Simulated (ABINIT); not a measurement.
## Run report: Zr₃S₂, band-structure run (part 2 of 3)

The same run, continued: Zr₃S₂ (5 atoms in the cell); Kohn-Sham DFT of a periodic cell, r2SCAN, JTH PAW PBE v2.0, no spin polarisation (ABINIT 10.8.3); cutoff 653.07 eV, 6×6×6 k-mesh, fermi-dirac of 0.05 eV. The structure derives from a Materials Project entry.

Geometry of the input (Å; fractional positions):
```
2.9025  1.6758  3.4878
-2.9025  1.6758  3.4878
0.0000  -3.3516  3.4878
Zr 0.8387  0.5000  0.1613
Zr 0.5000  0.1613  0.8387
Zr 0.1613  0.8387  0.5000
S  0.6650  0.6650  0.6650
S  0.3350  0.3350  0.3350
```

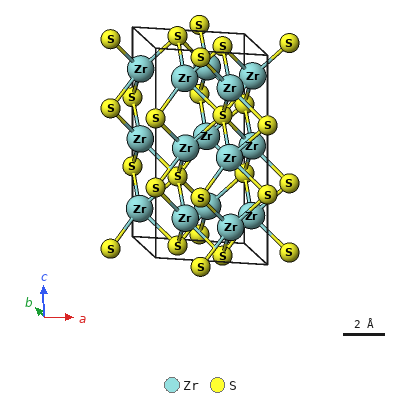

*The structure as given in the input (ball-and-stick view of the cell 3 times as large as that of the calculation, set on its symmetry axes, seen slightly off an axis; bonded neighbours outside the cell are drawn too). An atom can appear more than once, as a periodic image.*

## The program's output, continued
```
--- !DatasetInfo
iteration_state: {dtset: 2, }
dimensions: {natom: 5, nkpt: 11, mband: 35, nsppol: 1, nspinor: 1, nspden: 1, mpw: 3864, }
cutoff_energies: {ecut:  24.0, pawecutdg:  46.0, }
electrons: {nelect:   4.80000000E+01, charge:   0.00000000E+00, occopt:   3.00000000E+00, tsmear:   1.83746611E-03, }
meta: {optdriver: 0, ionmov: 0, optcell: 0, iscf: -2, paral_kgb: 0, }
...

 mkfilename : getden/=0, take file _DEN from output of DATASET   1.

 mkfilename : getkden/=0, take file _KDEN from output of DATASET   1.

 Real(R)+Recip(G) space primitive vectors, cartesian coordinates (Bohr,Bohr^-1):
 R(1)=  5.4850018  3.1667673  6.5909363  G(1)=  0.0911577  0.0526299  0.0505745
 R(2)= -5.4850018  3.1667673  6.5909363  G(2)= -0.0911577  0.0526299  0.0505745
 R(3)=  0.0000000 -6.3335346  6.5909363  G(3)=  0.0000000 -0.1052598  0.0505745
 Unit cell volume ucvol=  6.8689648E+02 bohr^3
 Angles (23,13,12)=  7.37480364E+01  7.37480364E+01  7.37480364E+01 degrees

 Coarse grid specifications (used for wave-functions):

 getcut: wavevector=  0.0000  0.0000  0.0000  ngfft=  45  45  45
         ecut(hartree)=     24.000   => boxcut(ratio)=   2.18282

 Fine grid specifications (used for densities):

 getcut: wavevector=  0.0000  0.0000  0.0000  ngfft=  60  60  60
         ecut(hartree)=     46.000   => boxcut(ratio)=   2.15026
--------------------------------------------------------------------------------

================================================================================
 Non-SCF case, kpt    1 (  0.00000  0.00000  0.00000), residuals and eigenvalues=
  4.08E-12  8.33E-12  6.54E-12  5.65E-12  3.31E-12  6.41E-12  2.43E-12  4.41E-12
  5.60E-12  4.09E-12  5.28E-12  4.56E-12  7.75E-12  4.09E-12  5.76E-12  6.60E-12
  6.01E-12  7.55E-12  2.59E-12  1.85E-12  6.25E-12  5.87E-12  4.64E-12  6.75E-12
  4.83E-12  6.85E-12  8.03E-12  6.94E-12  9.62E-12  7.17E-12  7.06E-12  7.67E-11
  5.73E-10  1.32E-09  7.72E-08
 -1.4783E+00 -1.4752E+00 -1.4752E+00 -6.5001E-01 -6.5001E-01 -6.4979E-01
 -6.4919E-01 -6.4739E-01 -6.4739E-01 -6.4472E-01 -6.3445E-01 -6.3445E-01
 -1.8838E-01 -1.4230E-01  1.6232E-01  1.6232E-01  1.7289E-01  2.2368E-01
  2.3101E-01  2.3101E-01  2.8968E-01  3.2453E-01  3.9385E-01  3.9385E-01
  4.2133E-01  4.2133E-01  4.6936E-01  5.0228E-01  5.0228E-01  5.1619E-01
  5.1619E-01  5.3220E-01  5.3935E-01  5.5080E-01  5.5080E-01
 Non-SCF case, kpt    2 (  0.10000  0.00000  0.00000), residuals and eigenvalues=
  6.25E-12  7.05E-12  6.29E-12  6.80E-12  9.16E-12  4.38E-12  4.16E-12  5.73E-12
  4.80E-12  2.35E-12  4.28E-12  3.65E-12  4.06E-12  5.20E-12  6.86E-12  2.34E-12
  2.82E-12  1.71E-12  4.96E-12  7.63E-12  4.53E-12  3.56E-12  5.21E-12  4.08E-12
  2.08E-12  7.78E-12  7.34E-12  8.97E-12  4.54E-12  8.28E-12  8.61E-12  4.25E-11
  6.89E-11  1.70E-10  4.73E-08
 -1.4782E+00 -1.4753E+00 -1.4752E+00 -6.5132E-01 -6.5066E-01 -6.5013E-01
 -6.4881E-01 -6.4665E-01 -6.4589E-01 -6.4439E-01 -6.3515E-01 -6.3459E-01
 -1.8673E-01 -1.4275E-01  1.5842E-01  1.6612E-01  1.7453E-01  2.1915E-01
  2.2682E-01  2.3354E-01  2.9443E-01  3.2857E-01  3.8938E-01  3.9240E-01
  4.1424E-01  4.2627E-01  4.6276E-01  4.9753E-01  5.0463E-01  5.1523E-01
  5.2355E-01  5.3178E-01  5.3513E-01  5.4558E-01  5.6154E-01
 Non-SCF case, kpt    3 (  0.20000  0.00000  0.00000), residuals and eigenvalues=
  8.53E-12  4.27E-12  5.01E-12  2.87E-12  5.62E-12  6.91E-12  4.14E-12  2.09E-12
  3.05E-12  4.22E-12  8.07E-12  4.33E-12  8.24E-12  2.29E-12  2.14E-12  9.31E-12
  1.82E-12  5.28E-12  3.14E-12  6.13E-12  5.66E-12  8.29E-12  3.48E-12  5.34E-12
  9.12E-12  3.38E-12  7.11E-12  5.70E-12  2.86E-12  4.78E-12  8.70E-12  7.16E-11
  1.59E-09  4.63E-08  1.44E-06
 -1.4780E+00 -1.4755E+00 -1.4752E+00 -6.5236E-01 -6.5199E-01 -6.5081E-01
 -6.4807E-01 -6.4599E-01 -6.4400E-01 -6.4277E-01 -6.3707E-01 -6.3502E-01
 -1.8210E-01 -1.4422E-01  1.5732E-01  1.6813E-01  1.7600E-01  2.0989E-01
  2.2285E-01  2.3497E-01  3.0547E-01  3.3781E-01  3.8123E-01  3.8656E-01
  4.0417E-01  4.3225E-01  4.5105E-01  4.8592E-01  5.0220E-01  5.1553E-01
  5.2458E-01  5.3358E-01  5.4012E-01  5.5166E-01  5.6834E-01
 Non-SCF case, kpt    4 (  0.30000  0.00000  0.00000), residuals and eigenvalues=
  4.24E-12  4.89E-12  7.51E-12  7.59E-12  5.68E-12  3.68E-12  4.54E-12  2.32E-12
  6.25E-12  1.81E-12  3.84E-12  2.41E-12  3.73E-12  8.26E-12  5.00E-12  2.59E-12
  3.11E-12  4.73E-12  2.91E-12  7.65E-12  4.34E-12  6.86E-12  4.16E-12  3.44E-12
  6.97E-12  4.72E-12  5.38E-12  7.45E-12  8.50E-12  8.33E-12  7.12E-12  2.84E-11
  1.09E-09  1.85E-07  5.71E-06
 -1.4776E+00 -1.4758E+00 -1.4753E+00 -6.5311E-01 -6.5282E-01 -6.5090E-01
 -6.4751E-01 -6.4592E-01 -6.4251E-01 -6.4090E-01 -6.3929E-01 -6.3571E-01
 -1.7542E-01 -1.4696E-01  1.5978E-01  1.6667E-01  1.7572E-01  2.0246E-01
  2.1756E-01  2.3841E-01  3.1880E-01  3.4672E-01  3.7367E-01  3.7758E-01
  3.9424E-01  4.3766E-01  4.4558E-01  4.7375E-01  5.0027E-01  5.0720E-01
  5.2492E-01  5.3555E-01  5.4434E-01  5.5896E-01  5.7286E-01
 Non-SCF case, kpt    5 (  0.40000  0.00000  0.00000), residuals and eigenvalues=
  6.25E-12  6.77E-12  3.16E-12  5.22E-12  1.95E-12  4.22E-12  4.90E-12  2.93E-12
  5.31E-12  4.83E-12  3.00E-12  8.43E-12  9.41E-12  5.49E-12  2.01E-12  3.35E-12
  3.33E-12  6.82E-12  2.58E-12  4.60E-12  6.81E-12  3.70E-12  8.26E-12  8.96E-12
  8.89E-12  4.98E-12  3.70E-12  8.43E-12  6.86E-12  7.28E-12  9.62E-12  4.23E-11
  1.62E-09  7.35E-09  2.11E-08
 -1.4772E+00 -1.4762E+00 -1.4753E+00 -6.5380E-01 -6.5308E-01 -6.5002E-01
 -6.4715E-01 -6.4597E-01 -6.4369E-01 -6.4009E-01 -6.3878E-01 -6.3660E-01
 -1.6820E-01 -1.5095E-01  1.6123E-01  1.6445E-01  1.7807E-01  1.9844E-01
  2.0929E-01  2.4368E-01  3.3261E-01  3.5135E-01  3.6577E-01  3.6842E-01
  3.8876E-01  4.3609E-01  4.5469E-01  4.6692E-01  4.9498E-01  5.0105E-01
  5.2839E-01  5.3390E-01  5.4604E-01  5.5411E-01  5.6233E-01
 Non-SCF case, kpt    6 (  0.50000  0.00000  0.00000), residuals and eigenvalues=
  8.68E-12  7.32E-12  7.13E-12  8.90E-12  7.15E-12  8.48E-12  4.94E-12  8.37E-12
  3.41E-12  6.30E-12  5.93E-12  2.88E-12  2.72E-12  3.65E-12  5.63E-12  5.57E-12
  6.33E-12  4.63E-12  2.79E-12  2.70E-12  4.59E-12  3.52E-12  6.93E-12  9.69E-12
  4.17E-12  2.65E-12  7.79E-12  5.96E-12  3.17E-12  3.37E-12  5.61E-12  1.24E-11
  4.63E-11  6.12E-10  1.17E-09
 -1.4768E+00 -1.4766E+00 -1.4753E+00 -6.5404E-01 -6.5319E-01 -6.4902E-01
 -6.4708E-01 -6.4582E-01 -6.4542E-01 -6.3927E-01 -6.3835E-01 -6.3717E-01
 -1.6397E-01 -1.5395E-01  1.5886E-01  1.6671E-01  1.7971E-01  1.9975E-01
  2.0209E-01  2.4625E-01  3.4383E-01  3.4826E-01  3.5910E-01  3.6624E-01
  3.8777E-01  4.3496E-01  4.6329E-01  4.6450E-01  4.8882E-01  4.9960E-01
  5.3181E-01  5.3191E-01  5.4587E-01  5.5212E-01  5.5487E-01
 Non-SCF case, kpt    7 (  0.50000  0.06411 -0.06411), residuals and eigenvalues=
  3.29E-12  3.25E-12  4.10E-12  3.63E-12  4.38E-12  2.48E-12  5.90E-12  8.44E-12
  3.59E-12  8.91E-12  4.59E-12  3.88E-12  4.44E-12  4.68E-12  7.94E-12  8.47E-12
  3.94E-12  8.18E-12  3.48E-12  7.64E-12  4.47E-12  2.34E-12  2.50E-12  9.26E-12
  8.65E-12  5.16E-12  6.47E-12  3.75E-12  8.52E-12  6.41E-12  3.79E-12  2.08E-12
  5.34E-10  1.61E-10  4.33E-09
 -1.4767E+00 -1.4766E+00 -1.4754E+00 -6.5349E-01 -6.5329E-01 -6.4956E-01
 -6.4740E-01 -6.4603E-01 -6.4560E-01 -6.3892E-01 -6.3825E-01 -6.3695E-01
 -1.6304E-01 -1.5366E-01  1.5392E-01  1.6538E-01  1.8727E-01  1.9728E-01
  2.0257E-01  2.4678E-01  3.4177E-01  3.4263E-01  3.5868E-01  3.6959E-01
  3.9289E-01  4.3993E-01  4.5498E-01  4.7086E-01  4.8811E-01  4.9968E-01
  5.2670E-01  5.2781E-01  5.4398E-01  5.4410E-01  5.5803E-01
 Non-SCF case, kpt    8 (  0.50000  0.12823 -0.12823), residuals and eigenvalues=
  5.65E-12  4.72E-12  6.90E-12  2.83E-12  7.45E-12  2.59E-12  6.81E-12  3.91E-12
  3.72E-12  5.77E-12  2.45E-12  4.57E-12  5.83E-12  3.13E-12  8.06E-12  9.01E-12
  2.84E-12  1.36E-12  7.39E-12  4.88E-12  2.25E-12  8.11E-12  3.74E-12  7.71E-12
  5.85E-12  3.36E-12  7.23E-12  3.46E-12  4.87E-12  5.77E-12  8.36E-12  8.21E-12
  7.10E-10  1.70E-09  3.46E-06
 -1.4766E+00 -1.4765E+00 -1.4757E+00 -6.5434E-01 -6.5126E-01 -6.5091E-01
 -6.4856E-01 -6.4607E-01 -6.4567E-01 -6.3844E-01 -6.3798E-01 -6.3662E-01
 -1.6036E-01 -1.5283E-01  1.4758E-01  1.6133E-01  1.9097E-01  1.9855E-01
  2.0620E-01  2.4763E-01  3.3669E-01  3.3743E-01  3.5837E-01  3.6856E-01
  4.0688E-01  4.4218E-01  4.4995E-01  4.8046E-01  4.8303E-01  5.0183E-01
  5.1412E-01  5.1902E-01  5.3466E-01  5.3798E-01  5.6308E-01
 Non-SCF case, kpt    9 (  0.50000  0.19234 -0.19234), residuals and eigenvalues=
  5.12E-12  3.86E-12  3.38E-12  7.50E-12  9.23E-12  5.85E-12  5.16E-12  5.04E-12
  3.14E-12  3.29E-12  7.27E-12  7.39E-12  2.51E-12  3.03E-12  3.47E-12  2.62E-12
  2.35E-12  2.39E-12  8.72E-12  5.77E-12  5.94E-12  3.29E-12  3.64E-12  3.82E-12
  7.20E-12  4.10E-12  5.21E-12  9.05E-12  7.65E-12  9.61E-12  4.82E-12  9.65E-11
  4.97E-09  2.28E-08  1.64E-06
 -1.4764E+00 -1.4763E+00 -1.4760E+00 -6.5560E-01 -6.5265E-01 -6.4996E-01
 -6.4813E-01 -6.4584E-01 -6.4531E-01 -6.3857E-01 -6.3806E-01 -6.3630E-01
 -1.5629E-01 -1.5162E-01  1.4461E-01  1.5468E-01  1.8294E-01  2.0147E-01
  2.1802E-01  2.4724E-01  3.3452E-01  3.3583E-01  3.5931E-01  3.6608E-01
  4.1474E-01  4.3445E-01  4.5534E-01  4.7454E-01  4.8571E-01  4.8592E-01
  5.1180E-01  5.2051E-01  5.2979E-01  5.4204E-01  5.6460E-01
 Non-SCF case, kpt   10 (  0.50000  0.25646 -0.25646), residuals and eigenvalues=
  3.40E-12  3.79E-12  5.28E-12  9.52E-12  3.20E-12  5.83E-12  6.47E-12  4.73E-12
  2.97E-12  1.90E-12  4.44E-12  6.40E-12  6.99E-12  6.24E-12  4.31E-12  7.69E-12
  4.54E-12  3.04E-12  5.32E-12  2.38E-12  4.03E-12  6.20E-12  4.45E-12  6.61E-12
  9.72E-12  4.73E-12  7.78E-12  8.86E-12  7.94E-12  6.06E-12  3.99E-12  4.03E-12
  3.93E-11  2.38E-08  2.96E-07
 -1.4765E+00 -1.4761E+00 -1.4760E+00 -6.5698E-01 -6.5382E-01 -6.5102E-01
 -6.4591E-01 -6.4553E-01 -6.4357E-01 -6.3944E-01 -6.3916E-01 -6.3564E-01
 -1.5138E-01 -1.5024E-01  1.4571E-01  1.4592E-01  1.7528E-01  2.0203E-01
  2.2770E-01  2.4414E-01  3.3587E-01  3.4052E-01  3.6250E-01  3.6690E-01
  4.1221E-01  4.3166E-01  4.4676E-01  4.6487E-01  4.7242E-01  4.8577E-01
  5.1386E-01  5.1815E-01  5.3031E-01  5.5532E-01  5.6163E-01
 Non-SCF case, kpt   11 (  0.50000  0.32057 -0.32057), residuals and eigenvalues=
  3.71E-12  3.69E-12  3.65E-12  2.57E-12  9.98E-12  7.60E-12  4.65E-12  3.14E-12
  4.11E-12  2.02E-12  2.26E-12  4.39E-12  5.99E-12  4.96E-12  4.55E-12  2.02E-12
  4.71E-12  6.45E-12  3.43E-12  3.70E-12  2.14E-12  8.04E-12  7.07E-12  7.28E-12
  5.66E-12  9.02E-12  9.75E-12  5.80E-12  5.59E-12  7.44E-12  2.97E-12  6.86E-12
  1.44E-11  5.12E-10  4.32E-07
 -1.4769E+00 -1.4759E+00 -1.4759E+00 -6.5819E-01 -6.5417E-01 -6.5147E-01
 -6.4532E-01 -6.4523E-01 -6.4243E-01 -6.4113E-01 -6.3892E-01 -6.3484E-01
 -1.4893E-01 -1.4639E-01  1.3607E-01  1.5046E-01  1.6988E-01  2.0184E-01
  2.3076E-01  2.3797E-01  3.4240E-01  3.5008E-01  3.6843E-01  3.7216E-01
  4.0882E-01  4.2932E-01  4.3020E-01  4.5115E-01  4.7512E-01  4.8177E-01
  5.0987E-01  5.1424E-01  5.3067E-01  5.4096E-01  5.7435E-01

Result for kinetic energy density :

--------------------------------------------------------------------------------
 Total kinetic energy density [Ha/Bohr^3]
)     Maximum=    1.2597E+00  at reduced coord.    0.5000    0.1667    0.8333
)     Minimum=    8.0830E-04  at reduced coord.    0.0000    0.0000    0.0000
   Integrated=    4.5344E+01
--------------------------------------------------------------------------------

--- !ResultsGS
iteration_state: {dtset: 2, }
comment   : Summary of ground state results
lattice_vectors:
- [  5.4850018,   3.1667673,   6.5909363, ]
- [ -5.4850018,   3.1667673,   6.5909363, ]
- [  0.0000000,  -6.3335346,   6.5909363, ]
lattice_lengths: [   9.14079,    9.14079,    9.14079, ]
lattice_angles: [ 73.748,  73.748,  73.748, ] # degrees, (23, 13, 12)
lattice_volume:   6.8689648E+02
convergence: {deltae:  0.000E+00, res2:  0.000E+00, residm:  9.982E-12, diffor:  0.000E+00, }
etotal    :  -1.18914156E+02
entropy   :   0.00000000E+00
fermie    :   3.91744983E-01
cartesian_stress_tensor: null
pressure_GPa: null
xred      :
- [  8.3873E-01,   5.0000E-01,   1.6127E-01, Zr]
- [  5.0000E-01,   1.6127E-01,   8.3873E-01, Zr]
- [  1.6127E-01,   8.3873E-01,   5.0000E-01, Zr]
- [  6.6502E-01,   6.6502E-01,   6.6502E-01,  S]
- [  3.3498E-01,   3.3498E-01,   3.3498E-01,  S]
cartesian_forces: null
force_length_stats: {min: null, max: null, mean: null, }
...

 Integrated electronic density in atomic spheres:
 ------------------------------------------------
 Atom  Sphere_radius  Integrated_density
    1        2.22030          9.01460176
    2        2.22030          9.01460176
    3        2.22030          9.01460176
    4        1.90380          3.67833517
    5        1.90380          3.67833517

================================================================================

 ----iterations are completed or convergence reached----

 Mean square residual over all n,k,spin=   53.460E-13; max=  99.816E-13
 reduced coordinates (array xred) for    5 atoms
       0.838727000000      0.500000000000      0.161273000000
       0.500000000000      0.161273000000      0.838727000000
       0.161273000000      0.838727000000      0.500000000000
       0.665023000000      0.665023000000      0.665023000000
       0.334977000000      0.334977000000      0.334977000000
```
